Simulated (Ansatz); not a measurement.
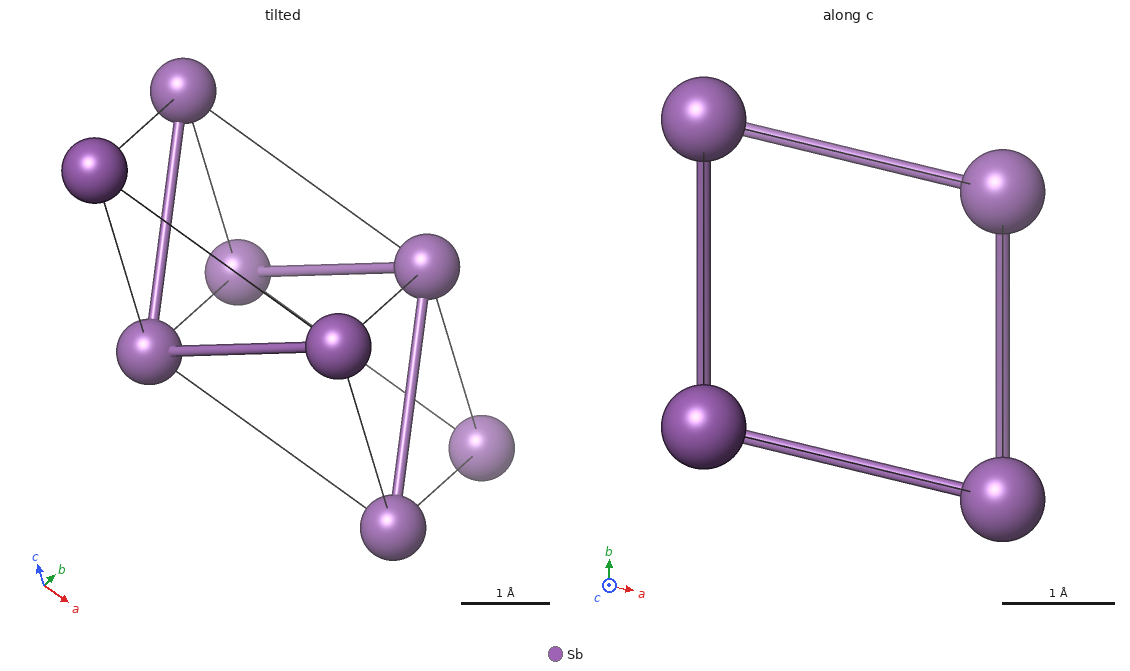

Drawn in the ball-and-stick manner and seen slightly off an axis and along the c axis. The simulation cell is drawn as a box.

Input
```yaml
crystal:
  lattice:
    - [-1.5292439776, 1.5292439776, 2.7526175078]
    - [1.5292439776, -1.5292439776, 2.7526175078]
    - [1.5292439776, 1.5292439776, -2.7526175078]
  atoms:
    - { symbol: Sb, position: [0.0, 0.0, 0.0] }
basis:
  ecutwfc: 420
kpoints:
  mp_grid: { grid: [22, 22, 22] }
hamiltonian:
  xc: pbesol
scf:
  occupations: { method: gaussian, width: 0.15 }
output:
  forces: true
  stress: true
  eigenvalues: true
```

Theory: DFT PBEsol, scalar-relativistic, plane waves, PAW in Ansatz. Numerical settings: an energy cutoff of 420 eV, k-points on a 22×22×22 grid, Gaussian smearing of 0.15 eV, no spin polarisation.

What does the calculation say: metal or gapped?

A metal: bands cross the Fermi level.

Would the cell expand or shrink if it could?

The computed pressure is 2.7 GPa (compressed: it would expand). The stress isn't hydrostatic: its largest component is 3.3 GPa.

The cell started as a structure listed in the Materials Project. The cell was then strained or its atoms displaced on purpose. It was run through Ansatz as a DFT input.
